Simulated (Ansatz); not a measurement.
**Σ5 (210) boundary in fcc Ag with O (interstitial): structure and resistance**

Aim: the relaxed structure and the specific resistance of the Σ5 (210) boundary in fcc Ag with O (interstitial).

Method: Ansatz plane-wave DFT, PBE, PAW files; relaxation of a bicrystal slab with its lowest layers held; PAW set soft_1, in the first sound run; inputs show where later runs differ, in Ansatz 0.2.0.

### 1. The starting structure

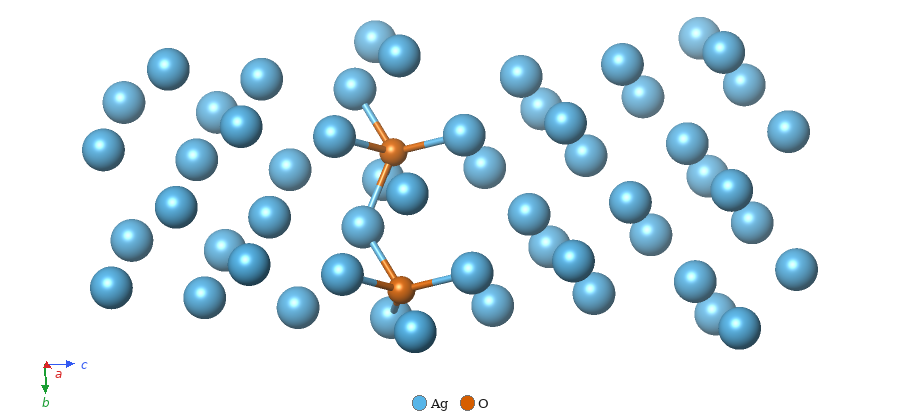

The starting structure, seen from the side, with the c axis across the page (silver blue, oxygen orange). 1×2×1 cells are drawn. Bonds to atoms that aren't drawn are left out. Some periodic images of atoms are drawn too.

The cell holds 22 atoms: 21 Ag and 1 O. Its edges and angles: a = 5.005 Å, b = 4.086 Å, c = 30.188 Å, α = 90.0°, β = 90.0°, γ = 65.9°. It derives from Ag. built on the (2 1 0) plane; 2 overlapping atoms removed and the grains opened by 0 Å. Vacuum lies along c.

### 2. Relaxing the bicrystal

The boundary is built by mirroring the lower grain in the boundary plane and removing any atoms that overlap; then the O is put in at the boundary. A thin bicrystal slab is relaxed first, with the lowest layers held and the upper grain free to shift and open.

Input file input.yaml:

```yaml
crystal:
  lattice:
    - [5.0045524935, 0.0, 0.0]
    - [1.6681841645, 3.7301731908, 0.0]
    - [0.0, 0.0, 30.187744037]
  atoms:
    - { symbol: Ag, position: [0.6000000001, 0.6999999999, 0.165630131] }
    - { symbol: Ag, position: [0.2000000001, 0.3999999999, 0.1958974506] }
    - { symbol: Ag, position: [0.8000000001, 0.0999999999, 0.2261647702] }
    - { symbol: Ag, position: [0.4000000001, 0.7999999999, 0.2564320898] }
    - { symbol: Ag, position: [1.0e-10, 0.4999999999, 0.2866994094] }
    - { symbol: Ag, position: [0.6000000001, 0.2, 0.3169667291] }
    - { symbol: Ag, position: [0.2, 0.9, 0.3472340487] }
    - { symbol: Ag, position: [0.8, 0.6, 0.3775013683] }
    - { symbol: Ag, position: [0.4, 0.3, 0.4077686879] }
    - { symbol: Ag, position: [0.0, 0.0, 0.4380360075] }
    - { symbol: O, position: [0.5, 0.75, 0.4380360075] }
    - { symbol: Ag, position: [0.8, 0.6, 0.4985706467] }
    - { symbol: Ag, position: [0.2, 0.9, 0.5288379663] }
    - { symbol: Ag, position: [0.6000000001, 0.2, 0.5591052859] }
    - { symbol: Ag, position: [1.0e-10, 0.4999999999, 0.5893726055] }
    - { symbol: Ag, position: [0.4000000001, 0.7999999999, 0.6196399251] }
    - { symbol: Ag, position: [0.8000000001, 0.0999999999, 0.6499072447] }
    - { symbol: Ag, position: [0.2000000001, 0.3999999999, 0.6801745643] }
    - { symbol: Ag, position: [0.6000000001, 0.6999999999, 0.710441884] }
    - { symbol: Ag, position: [1.0e-10, 0.9999999999, 0.7407092036] }
    - { symbol: Ag, position: [0.4000000001, 0.2999999999, 0.7709765232] }
    - { symbol: Ag, position: [0.8000000002, 0.5999999999, 0.8012438428] }
kpoints:
  mp_grid: { grid: [6, 6, 1] }
hamiltonian:
  xc: pbe
  pseudopotentials: { kind: paw, azcp: { folder: soft_1 } }
scf:
  occupations: { method: fermi_dirac, width: 0.1 }
relax:
  f_tol: 0.03
  max_steps: 80
  constraints: [{ sites: [0, 1, 2, 3] }]
```

Launch:

```bash
ansatz run input.yaml --threads 4 --pin off --max-ram 15360MiB --backend cpu --events-out ev --progress --plain --runs-dir out
```

Numbers of over 12 decimals in the logs are rounded to 6 here.

Log:

```text
Engine: ansatz 0.2.0, aarch64-unknown-linux-gnu
Pseudopotentials: kind: paw
Pseudopotential: Ag, paw, valence charge 19, recommended cutoff 420 eV (normal), soft_1/Ag.paw.azcp
Pseudopotential: O, paw, valence charge 6, recommended cutoff 420 eV (normal), soft_1/O.paw.azcp
Functional definition: PBE
  parameter kappa = 0.804
  parameter beta = 0.066725
  exchange = pbe_x(kappa = kappa, mu = beta*pi^2/3)
  correlation = pbe_c(beta = beta)
Crystal: 22 atoms, lattice volume = 563.540 Å³
Basis set: ecut = 420 eV, 11077 PW (Γ), exchange–correlation on 72×60×432 points (8 copies of the dense FFT grid, shifted against one another)
Bands: 243, of which v1, the nominal top of the filled ones, is band 203 counted from 1 (202 counted from 0)
Symmetry: 2 space group operations
Space group: Cm (ITA 8), of the structure as read, at distance tolerance 8.3e-5 Å
k-points: 13 of 36 (time reversal used)
Non-local potential: Ag, projectors of the file, l = 0: 3, l = 1: 2, l = 2: 2, l = 3: 1
Non-local potential: O, projectors of the file, l = 0: 2, l = 1: 2, l = 2: 1
PAW form: soft (Blöchl's): semilocal exchange-correlation on the pseudo side does not see the compensation charge
PAW one-centre angular grid: Ag, 590 points (default); XC on 64 Gauss nodes
PAW one-centre angular grid: O, 110 points (default); XC on 64 Gauss nodes
Initial density: superposition of atomic densities (neutral atoms: chi_scale 0, normalization atom)
Initial wavefunctions: pseudopotential atomic-orbital guess
Functional: x = pbe(κ = 0.804, μ = 0.219515), c = pbe(β = 0.066725)
SCF iter   1: F=—  HF=-159972.374000 eV  |F-HF|=—  |Δ(HF+E_count)|=         —  Δρ=6.67e-2  dr2=3.96e1  ethr=3.10e-3  ⟨swp⟩=6.6  Hψ=11682  notcnv=0  defer=78
preconditioner: auto → LDOS  [metal: Δε(μ)=0.027 eV  Ē_g=9.408 eV  σ=0.100 eV  W_gap=0.07  n_scr=154 (ndim 8)  ℏωp=24.1 eV  f_vac=0.314  D(μ)=5.56/eV (n_scr^D=12)  β→1.0]
SCF iter   2: F=—  HF=-159978.179869 eV  |F-HF|=—  |Δ(HF+E_count)|=    5.81e0  Δρ=1.12e-1  dr2=1.24e2  ethr=3.10e-3  ⟨swp⟩=3.8  Hψ=6832  notcnv=0  defer=320  recentre
SCF iter   3: F=—  HF=-159965.705968 eV  |F-HF|=—  |Δ(HF+E_count)|=    1.25e1  Δρ=1.91e-2  dr2=5.46e0  ethr=3.10e-3  ⟨swp⟩=2.5  Hψ=6382  notcnv=0  defer=323
SCF iter   4: F=—  HF=-159965.206011 eV  |F-HF|=—  |Δ(HF+E_count)|=   5.00e-1  Δρ=7.98e-3  dr2=7.60e-1  ethr=1.35e-3  ⟨swp⟩=2.0  Hψ=3798  notcnv=0  defer=332
SCF iter   5: F=—  HF=-159965.102362 eV  |F-HF|=—  |Δ(HF+E_count)|=   1.04e-1  Δρ=1.26e-3  dr2=1.70e-2  ethr=1.88e-4  ⟨swp⟩=2.0  Hψ=4798  notcnv=0  defer=333
SCF iter   6: F=—  HF=-159965.101392 eV  |F-HF|=—  |Δ(HF+E_count)|=   9.70e-4  Δρ=5.10e-4  dr2=1.52e-3  ethr=4.19e-6  ⟨swp⟩=2.1  Hψ=4823  notcnv=0  defer=329
SCF iter   7: F=—  HF=-159965.101045 eV  |F-HF|=—  |Δ(HF+E_count)|=   3.47e-4  Δρ=1.31e-4  dr2=2.67e-4  ethr=3.75e-7  ⟨swp⟩=2.2  Hψ=4565  notcnv=0  defer=329
SCF iter   8: F=—  HF=-159965.101032 eV  |F-HF|=—  |Δ(HF+E_count)|=   1.28e-5  Δρ=3.86e-5  dr2=2.44e-5  ethr=6.60e-8  ⟨swp⟩=2.0  Hψ=4292  notcnv=0  defer=329
SCF iter   9: F=-159965.101031 eV  HF=-159965.101033 eV  |F-HF|=1.63e-6  |Δ(HF+E_count)|=   9.81e-7  Δρ=1.28e-5  dr2=2.09e-6  ethr=5.56e-9  ⟨swp⟩=4.0  Hψ=8883  notcnv=0
SCF 1 converged in 9 iterations: F = -159965.101031 eV  dr2 = 2.09e-6
  greatest PAW one-centre occupation: 1.001 electrons in one spin orbital (limit 2), on the Ag atom at site 14 (counted from 0), in its partial waves of l = 0
relax step   1: F+E_penalty+E_count = -159965.10103128 eV  Δ(F+E_penalty+E_count) = +0.000e0 eV  max|allowed force component| = 7.035e-1 eV/Å  Δτ_max = 0.0000 Å  (9 SCF iters, dr2 threshold 2.25e-5 eV, accepted)
Initial density: handed on by an earlier stage of this run
Initial wavefunctions: those handed on with the density
iter 1 solved again at ethr=3.51e-5 eV; its pass at ethr=3.10e-3 eV (dr2=1.42e-1 eV) is discarded
SCF iter   1: F=—  HF=-159965.260663 eV  |F-HF|=—  |Δ(HF+E_count)|=         —  Δρ=4.74e-3  dr2=1.39e-1  ethr=3.51e-5  ⟨swp⟩=2.0  Hψ=12041  notcnv=0  defer=309
preconditioner: auto → LDOS  [metal: Δε(μ)=0.041 eV  Ē_g=9.644 eV  σ=0.100 eV  W_gap=0.10  n_scr=154 (ndim 8)  ℏωp=24.1 eV  f_vac=0.308  D(μ)=6.04/eV (n_scr^D=18)  β→1.0]
SCF iter   2: F=—  HF=-159965.246569 eV  |F-HF|=—  |Δ(HF+E_count)|=   1.41e-2  Δρ=3.55e-3  dr2=1.14e-1  ethr=3.43e-5  ⟨swp⟩=2.0  Hψ=5346  notcnv=0  defer=309
SCF iter   3: F=—  HF=-159965.217616 eV  |F-HF|=—  |Δ(HF+E_count)|=   2.90e-2  Δρ=5.37e-4  dr2=2.45e-3  ethr=2.82e-5  ⟨swp⟩=2.0  Hψ=4824  notcnv=0  defer=309
SCF iter   4: F=—  HF=-159965.217795 eV  |F-HF|=—  |Δ(HF+E_count)|=   1.79e-4  Δρ=4.83e-4  dr2=1.26e-3  ethr=6.05e-7  ⟨swp⟩=2.0  Hψ=5523  notcnv=0  defer=317
SCF iter   5: F=—  HF=-159965.217446 eV  |F-HF|=—  |Δ(HF+E_count)|=   3.49e-4  Δρ=4.99e-5  dr2=2.53e-5  ethr=3.12e-7  ⟨swp⟩=2.0  Hψ=5316  notcnv=0  defer=317
SCF iter   6: F=-159965.217445 eV  HF=-159965.217446 eV  |F-HF|=9.26e-7  |Δ(HF+E_count)|=   3.07e-7  Δρ=1.52e-5  dr2=1.96e-6  ethr=6.24e-9  ⟨swp⟩=4.0  Hψ=9815  notcnv=0
SCF 2 converged in 6 iterations: F = -159965.217445 eV  dr2 = 1.96e-6
relax step   2: F+E_penalty+E_count = -159965.21744505 eV  Δ(F+E_penalty+E_count) = -1.164e-1 eV  max|allowed force component| = 3.659e-1 eV/Å  Δτ_max = 0.1919 Å  (6 SCF iters, dr2 threshold 3.09e-5 eV, accepted)
SCF iter   1: F=—  HF=-159965.349003 eV  |F-HF|=—  |Δ(HF+E_count)|=         —  Δρ=5.78e-3  dr2=2.26e-1  ethr=4.42e-4  ⟨swp⟩=6.2  Hψ=7952  notcnv=0  defer=297
preconditioner: auto → LDOS  [metal: Δε(μ)=0.075 eV  Ē_g=9.609 eV  σ=0.100 eV  W_gap=0.18  n_scr=154 (ndim 8)  ℏωp=24.1 eV  f_vac=0.305  D(μ)=6.01/eV (n_scr^D=14)  β→1.0]
SCF iter   2: F=—  HF=-159965.319622 eV  |F-HF|=—  |Δ(HF+E_count)|=   2.94e-2  Δρ=4.46e-3  dr2=1.91e-1  ethr=5.58e-5  ⟨swp⟩=2.1  Hψ=6180  notcnv=0  defer=327
SCF iter   3: F=—  HF=-159965.274769 eV  |F-HF|=—  |Δ(HF+E_count)|=   4.49e-2  Δρ=6.77e-4  dr2=4.00e-3  ethr=4.73e-5  ⟨swp⟩=2.0  Hψ=4830  notcnv=0  defer=327
SCF iter   4: F=—  HF=-159965.274827 eV  |F-HF|=—  |Δ(HF+E_count)|=   5.86e-5  Δρ=6.35e-4  dr2=2.30e-3  ethr=9.89e-7  ⟨swp⟩=3.0  Hψ=6591  notcnv=0  defer=327
SCF iter   5: F=—  HF=-159965.274204 eV  |F-HF|=—  |Δ(HF+E_count)|=   6.24e-4  Δρ=5.45e-5  dr2=5.71e-5  ethr=5.67e-7  ⟨swp⟩=2.1  Hψ=5351  notcnv=0  defer=325
SCF iter   6: F=-159965.274200 eV  HF=-159965.274202 eV  |F-HF|=1.40e-6  |Δ(HF+E_count)|=   1.68e-6  Δρ=1.81e-5  dr2=2.42e-6  ethr=2.07e-9  ⟨swp⟩=4.8  Hψ=10707  notcnv=0
SCF 3 converged in 6 iterations: F = -159965.274200 eV  dr2 = 2.42e-6
relax step   3: F+E_penalty+E_count = -159965.27420046 eV  Δ(F+E_penalty+E_count) = -5.676e-2 eV  max|allowed force component| = 2.115e-1 eV/Å  Δτ_max = 0.1455 Å  (6 SCF iters, dr2 threshold 8.37e-6 eV, accepted)
[... from here on, the SCF cycles and remarks between the steps are left out ...]
relax step   4: F+E_penalty+E_count = -159965.30709556 eV  Δ(F+E_penalty+E_count) = -3.290e-2 eV  max|allowed force component| = 6.614e-2 eV/Å  Δτ_max = 0.1747 Å  (6 SCF iters, dr2 threshold 1.21e-5 eV, accepted)
relax step   5: F+E_penalty+E_count = -159965.32378060 eV  Δ(F+E_penalty+E_count) = -1.669e-2 eV  max|allowed force component| = 5.154e-2 eV/Å  Δτ_max = 0.1356 Å  (7 SCF iters, accepted)
relax step   6: F+E_penalty+E_count = -159965.30524581 eV  Δ(F+E_penalty+E_count) = +1.853e-2 eV  max|allowed force component| = 3.473e-1 eV/Å  Δτ_max = 0.1946 Å  (8 SCF iters, rejected (line search))
relax step   7: F+E_penalty+E_count = -159965.32947901 eV  Δ(F+E_penalty+E_count) = -5.698e-3 eV  max|allowed force component| = 2.308e-2 eV/Å  Δτ_max = 0.0632 Å  (7 SCF iters, accepted)
relax step   8: F+E_penalty+E_count = -159965.33078706 eV  Δ(F+E_penalty+E_count) = -1.308e-3 eV  max|allowed force component| = 3.422e-2 eV/Å  Δτ_max = 0.0834 Å  (8 SCF iters, accepted)
relax step   9: F+E_penalty+E_count = -159965.33216605 eV  Δ(F+E_penalty+E_count) = -1.379e-3 eV  max|allowed force component| = 4.495e-2 eV/Å  Δτ_max = 0.0387 Å  (7 SCF iters, accepted)
relax step  10: F+E_penalty+E_count = -159965.33309047 eV  Δ(F+E_penalty+E_count) = -9.244e-4 eV  max|allowed force component| = 7.256e-3 eV/Å  Δτ_max = 0.0391 Å  (5 SCF iters, dr2 threshold 2.02e-6 eV, accepted)
relax step  11: F+E_penalty+E_count = -159965.33309117 eV  Δ(F+E_penalty+E_count) = -6.999e-7 eV  max|allowed force component| = 7.246e-3 eV/Å  Δτ_max = 0.0000 Å  (3 SCF iters, accepted)
SCF iter   1: F=—  HF=-159965.338495 eV  |F-HF|=—  |Δ(HF+E_count)|=         —  Δρ=1.51e-3  dr2=1.43e-2  ethr=4.00e-5  ⟨swp⟩=3.8  Hψ=6350  notcnv=0  defer=331
preconditioner: auto → LDOS  [metal: Δε(μ)=0.046 eV  Ē_g=9.602 eV  σ=0.100 eV  W_gap=0.11  n_scr=154 (ndim 8)  ℏωp=24.1 eV  f_vac=0.303  D(μ)=6.04/eV (n_scr^D=18)  β→1.0]
SCF iter   2: F=—  HF=-159965.336193 eV  |F-HF|=—  |Δ(HF+E_count)|=   2.30e-3  Δρ=1.12e-3  dr2=7.13e-3  ethr=3.54e-6  ⟨swp⟩=2.0  Hψ=5971  notcnv=0  defer=331
SCF iter   3: F=—  HF=-159965.333492 eV  |F-HF|=—  |Δ(HF+E_count)|=   2.70e-3  Δρ=1.38e-4  dr2=2.27e-4  ethr=1.76e-6  ⟨swp⟩=2.0  Hψ=5149  notcnv=0  defer=331
SCF iter   4: F=—  HF=-159965.333446 eV  |F-HF|=—  |Δ(HF+E_count)|=   4.51e-5  Δρ=7.35e-5  dr2=4.82e-5  ethr=5.61e-8  ⟨swp⟩=3.0  Hψ=6356  notcnv=0  defer=331
SCF iter   5: F=—  HF=-159965.333372 eV  |F-HF|=—  |Δ(HF+E_count)|=   7.48e-5  Δρ=1.94e-5  dr2=1.63e-6  ethr=1.19e-8  ⟨swp⟩=2.0  Hψ=5108  notcnv=0  defer=331
SCF iter   6: F=—  HF=-159965.333371 eV  |F-HF|=—  |Δ(HF+E_count)|=   1.68e-7  Δρ=6.17e-6  dr2=1.61e-7  ethr=4.02e-10  ⟨swp⟩=2.2  Hψ=5403  notcnv=0  defer=331
SCF iter   7: F=-159965.333371 eV  HF=-159965.333371 eV  |F-HF|=1.13e-8  |Δ(HF+E_count)|=   2.56e-9  Δρ=1.47e-6  dr2=1.17e-8  ethr=2.47e-11  ⟨swp⟩=4.5  Hψ=9882  notcnv=0
SCF 12 converged in 7 iterations: F = -159965.333371 eV  dr2 = 1.17e-8
relax step  12: F+E_penalty+E_count = -159965.33337144 eV  Δ(F+E_penalty+E_count) = -2.803e-4 eV  max|allowed force component| = 4.163e-3 eV/Å  Δτ_max = 0.0382 Å  (7 SCF iters, accepted)
SCF converged after 7 iterations
Free energy (F): -159965.333371 eV
Harris-Foulkes:  -159965.333371 eV  (|F-HF|=1.13e-8)
Internal energy: -159965.137376 eV  (E = F + TS)
E sigma→0 (E₀):  -159965.235374 eV
Entropy (-TS):   -0.195996 eV (-8.909 meV/atom)
Fermi energy:    9.555783 eV
--- Per-component energies (eV) ---
  E_band       = -7936.398621
  E_kinetic    = 9984.551956
  E_local      = -440473.637756  (includes V_loc(G=0)·N_el)
  E_nonlocal   = 722.718950
  E_hartree    = 218346.161274
  E_xc         = -3403.142662
  E_vxc        = -4306.933214  (∫ρ·V_xc dr)
  E_paw        = -83231.359054  (= ΣΔE_a)
  E_vpaw       = -10555.438015  (= ΣTr[D̂ρ^β])
  E_aug_tail   = 0.008696  (compensation charges beyond the density's cutoff)
  E_ewald      = 138089.561220
  E_smearing   = -0.195996  (= −TS)
  E_closure    = 0.000000  (closes the sum)
  Σ components = -159965.333371   (vs F -159965.333371, Δ=0.00e0)
--- Forces (eV/Å), atoms counted from 1 ---
  atom   1  Ag    -0.04128322     0.01846242     0.20008789
  atom   2  Ag    -0.03017014     0.01349250    -0.16559738
  atom   3  Ag     0.05365034    -0.02399316    -0.17667877
  atom   4  Ag     0.01456206    -0.00651235     0.13913659
  atom   5  Ag    -0.00080262     0.00035894     0.00017983
  atom   6  Ag     0.00118352    -0.00052929     0.00214051
  atom   7  Ag     0.00051870    -0.00023197    -0.00056185
  atom   8  Ag     0.00032192    -0.00014397    -0.00028408
  atom   9  Ag     0.00049390    -0.00022088    -0.00169795
  atom  10  Ag    -0.00229011     0.00102417     0.00050759
  atom  11  O     -0.00044512     0.00019907     0.00173369
  atom  12  Ag     0.00338918    -0.00151569     0.00416328
  atom  13  Ag    -0.00029309     0.00013107     0.00064841
  atom  14  Ag     0.00046681    -0.00020876     0.00172629
  atom  15  Ag     0.00041583    -0.00018597     0.00009167
  atom  16  Ag     0.00008713    -0.00003897    -0.00114858
  atom  17  Ag     0.00026583    -0.00011888    -0.00154940
  atom  18  Ag    -0.00057692     0.00025801    -0.00150940
  atom  19  Ag     0.00010896    -0.00004873    -0.00055779
  atom  20  Ag     0.00030293    -0.00013547    -0.00059988
  atom  21  Ag     0.00029858    -0.00013353    -0.00030615
  atom  22  Ag    -0.00029457     0.00013173     0.00008072
  max |Σ_I F_I| component: 9.01e-5 eV/Å
--- Relaxed structure (12 steps of the walk, 11 accepted, 0 SCFs on fresh bases) ---
  F+E_penalty+E_count = -159965.33337144 eV   max|allowed force component| = 4.163e-3 eV/Å
  atoms:
    - { symbol: Ag, position: [0.6000000001, 0.700000, 0.165630131] }
    - { symbol: Ag, position: [0.200000, 0.400000, 0.195897] }
    - { symbol: Ag, position: [0.8000000001, 0.100000, 0.226165] }
    - { symbol: Ag, position: [0.400000, 0.800000, 0.256432] }
    - { symbol: Ag, position: [0.00167003, 0.499165, 0.288882] }
    - { symbol: Ag, position: [0.604814, 0.197593, 0.319940] }
    - { symbol: Ag, position: [0.211724, 0.894138, 0.350329] }
    - { symbol: Ag, position: [0.814102, 0.592949, 0.381709] }
    - { symbol: Ag, position: [0.421711, 0.289144, 0.415395] }
    - { symbol: Ag, position: [0.010256, -0.00512798, 0.441280] }
    - { symbol: O, position: [0.496796, 0.751602, 0.457343] }
    - { symbol: Ag, position: [0.883073, 0.558464, 0.502999] }
    - { symbol: Ag, position: [0.283610, 0.858195, 0.530546] }
    - { symbol: Ag, position: [0.685150, 0.157425, 0.563126] }
    - { symbol: Ag, position: [0.085109, 0.457445, 0.593429] }
    - { symbol: Ag, position: [0.481145, 0.759427, 0.625132] }
    - { symbol: Ag, position: [0.876665, 0.061667, 0.657068] }
    - { symbol: Ag, position: [0.271622, 0.364189, 0.687404] }
    - { symbol: Ag, position: [0.669145, 0.665427, 0.718706] }
    - { symbol: Ag, position: [0.073259, 0.963371, 0.751855] }
    - { symbol: Ag, position: [0.466220, 0.266890, 0.781634] }
    - { symbol: Ag, position: [0.861817, 0.569092, 0.808944] }
```

It took 11 min on 4 threads of Arm Neoverse V1, shared host; peak memory 3.2 GiB; 42 min of CPU time.

This run has no spin polarisation although its electron count is odd.

Relaxation path:

```tsv
step	energy less that of the first step (eV)	largest force component (eV/Å)
1	0.0000	0.7035
2	-0.1164	0.3659
3	-0.1732	0.2115
4	-0.2061	0.0661
5	-0.2228	0.0515
6	-0.2042	0.3473
7	-0.2284	0.0231
8	-0.2298	0.0342
9	-0.2311	0.0450
10	-0.2321	0.0073
11	-0.2321	0.0072
12	-0.2323	0.0042
```

Relaxation step 6 was tried and not accepted.

The run keeps the 2 symmetry operations that it works with, so distortions that break them were not tested.

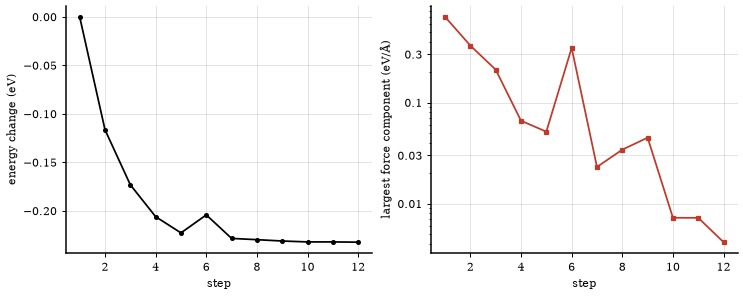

Energy and largest force along the relaxation.

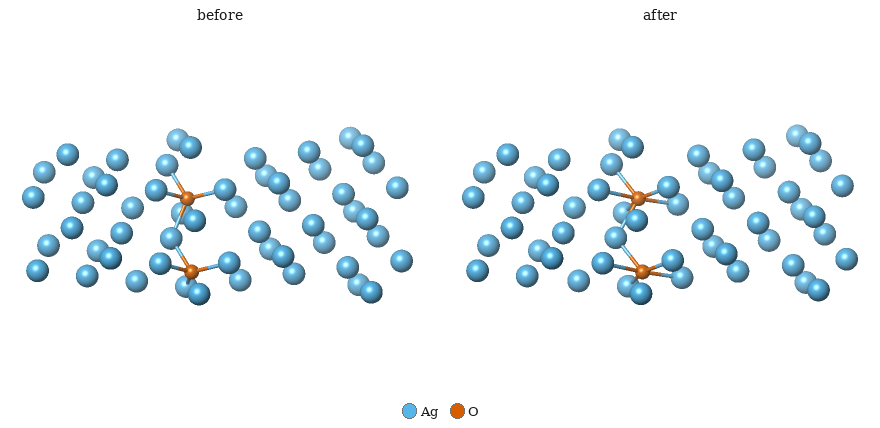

The structure before and after the relaxation, drawn at the same scale. Bonds to atoms that aren't drawn are left out.

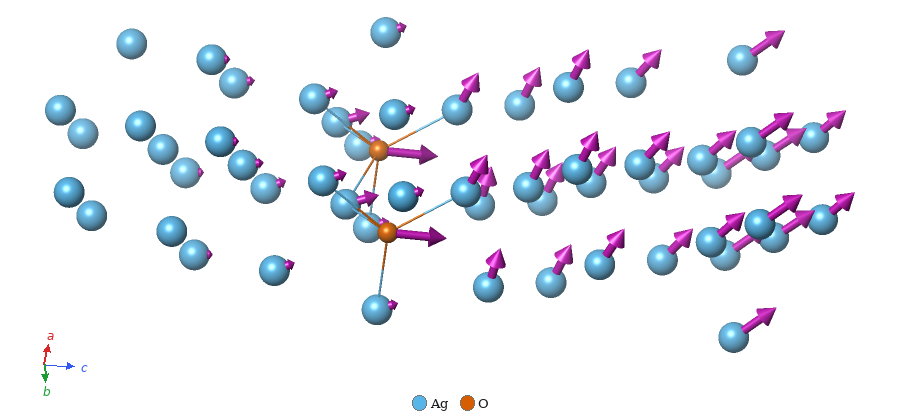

Displacements in the relaxation, exaggerated; the longest in the cell stands for 0.58 Å. Bonds to atoms that aren't drawn are left out. 1×2×1 cells are drawn. Some periodic images of atoms are drawn too.

The atoms that moved most (Å):

```tsv
atom	dx	dy	dz	length
O11	-0.013	0.006	0.583	0.583
Ag20	0.306	-0.137	0.336	0.475
Ag21	0.276	-0.124	0.322	0.442
Ag17	0.320	-0.143	0.216	0.412
Ag15	0.355	-0.159	0.122	0.408
Ag14	0.355	-0.159	0.121	0.408
Ag16	0.338	-0.151	0.166	0.406
Ag19	0.288	-0.129	0.249	0.403
```

Numbers from this step:

```
free energy             : -159965.3334 eV
energy at zero smearing : -159965.2354 eV
Fermi energy            : 9.556 eV
```

The largest force component on a free atom ends at 0.0042 eV/Å, under the tolerance of 0.03, after 12 steps.

[end of part 1 of 2]

[Logs are printed without paths, hosts, clocks, repeated set-up lines and the standing remarks that a program may print on its own settings, such as how far it seeks lower states.]

[Hosts, paths, dates, database ids (printed as entryN), source tags and the programs' standing remarks are cut or masked in the printed files.]
